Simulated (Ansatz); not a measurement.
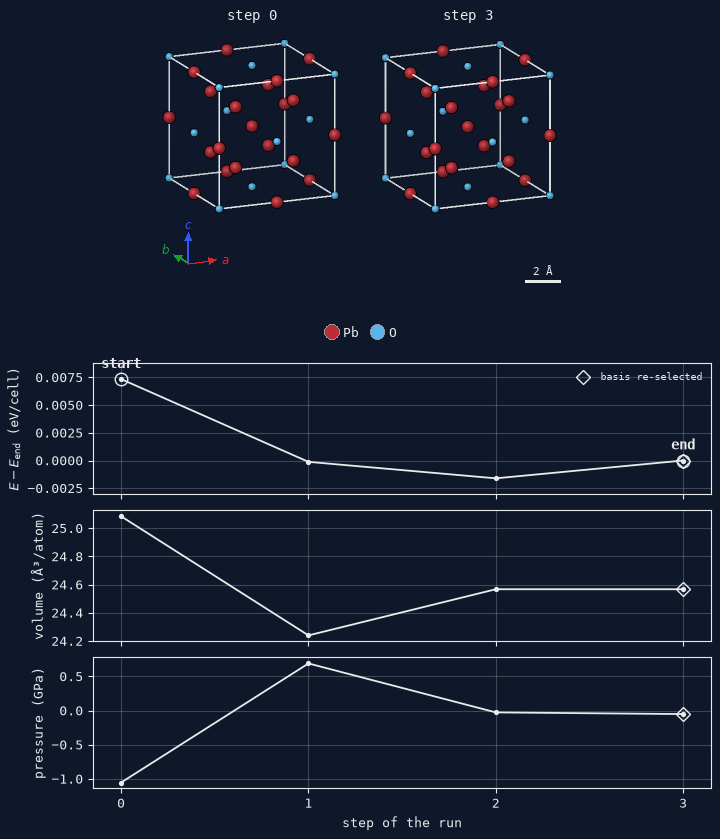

First and last geometry of a relaxation of crystalline Pb3O (a generated structure, set up in Fm-3m) (coarse preliminary run), with the history of the run. The picture is a ball-and-stick view of the conventional cell (4 times the calculation's cell), seen slightly off an axis. Lengths and directions refer to the drawn axes.

Level of theory: DFT PBE, scalar-relativistic, plane waves, PAW in Ansatz.

Input file:
```yaml
crystal:
  lattice:
    - [0.0, 3.68817667, 3.68817667]
    - [3.68817667, 0.0, 3.68817667]
    - [3.68817667, 3.68817667, 0.0]
  atoms:
    - { symbol: Pb, position: [0.5, 0.5, 0.5] }
    - { symbol: Pb, position: [0.25, 0.25, 0.25] }
    - { symbol: Pb, position: [0.75, 0.75, 0.75] }
    - { symbol: O, position: [0.0, 0.0, 0.0] }
basis:
  ecutwfc: 420
kpoints:
  mp_grid: { grid: [4, 4, 4] }
hamiltonian:
  xc: pbe
scf:
  occupations: { method: gaussian, width: 0.1 }
  lower_state_search: "off"
output:
  forces: true
  stress: true
  eigenvalues: true
relax:
  adjacent_minimum: "off"
  f_tol: 0.04
  max_steps: 70
  cell: { stress_tol: 0.4 }
```

Command:
```bash
ansatz run input.yaml --threads 1 --pin off --max-ram 2048MiB --backend cpu --events-out ev --progress --plain --runs-dir out
```

Q: Did the run converge, and what did it change?

A: It converged. After 2 accepted moves (3 points after the start) the energy has fallen by 7.3 meV per cell of the calculation. All forces vanish by symmetry, so only the cell relaxes. Pressure: −1.05 GPa at the start and −0.05 GPa at the end. At 1 point the geometry stayed and the basis and grid were re-selected for the new cell (energy shift of 1.6 meV per cell of the calculation at most each time). No atom moves by more than 0.005 Å relative to the cell. The volume changes by −2.1 %, with a = b = c 7.376 → 7.325 Å (−0.7 %). The space group stays Fm-3m (No. 225). Cost: 7.6 s on 1 thread of Arm Neoverse V1, on a shared host, peak memory 0.34 GiB.

```json
{"step": "0", "E − E(0), meV/atom": "0.00", "pressure, GPa": "-1.05", "volume, Å³/atom": "25.084", "note": ""}
{"step": "1", "E − E(0), meV/atom": "-1.87", "pressure, GPa": "0.69", "volume, Å³/atom": "24.240", "note": ""}
{"step": "2", "E − E(0), meV/atom": "-2.24", "pressure, GPa": "-0.03", "volume, Å³/atom": "24.567", "note": ""}
{"step": "3", "E − E(0), meV/atom": "-1.84", "pressure, GPa": "-0.05", "volume, Å³/atom": "24.567", "note": "same geometry, new basis"}
```
